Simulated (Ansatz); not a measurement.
Read the following structure.

```
Cu
1.0
     2.52059    0.00000    0.00000
    -1.26030    4.65948    0.00000
     0.00000    0.00000   24.96406
Cu
12
Cartesian
  1.2664 2.6413 7.5727
  0.0040 0.4891 7.8310
  0.0051 3.6742 9.4261
  1.2622 1.4933 9.7603
  0.0019 0.0075 11.3634
  -0.0010 2.5062 11.6737
  1.2613 1.0155 13.2904
  1.2584 3.5142 13.6007
  -0.0020 2.0284 15.2037
  -0.0051 4.5070 15.5380
  1.2563 3.0327 17.1331
  -0.0061 0.8804 17.3913
```

Q: Give a crystallographic description of this input.

A: The element is copper. The cell holds twelve atoms. The bonds build Cu layers parallel to (001).

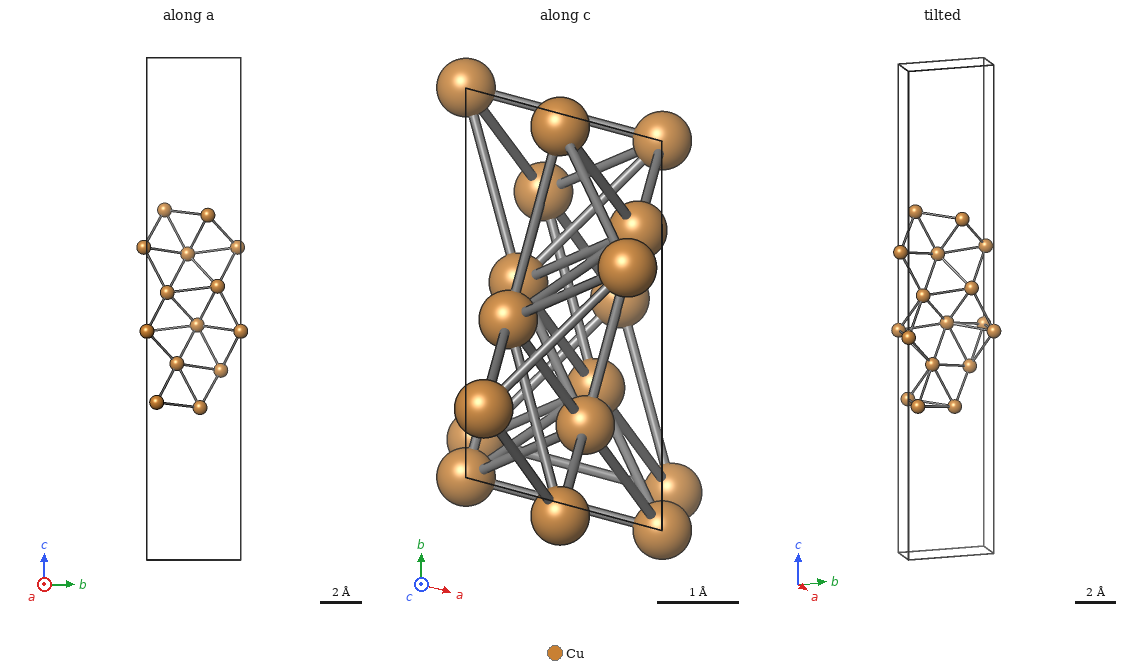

Ball-and-stick model, viewed along the a axis, along the c axis and slightly off an axis. The parallelepiped is the simulation cell.

The initial geometry was a structure listed in the Materials Project, from which a slab was cut. The atoms were relaxed in a fixed cell with Ansatz 0.2.0, DFT PBEsol, scalar-relativistic, plane waves, PAW.
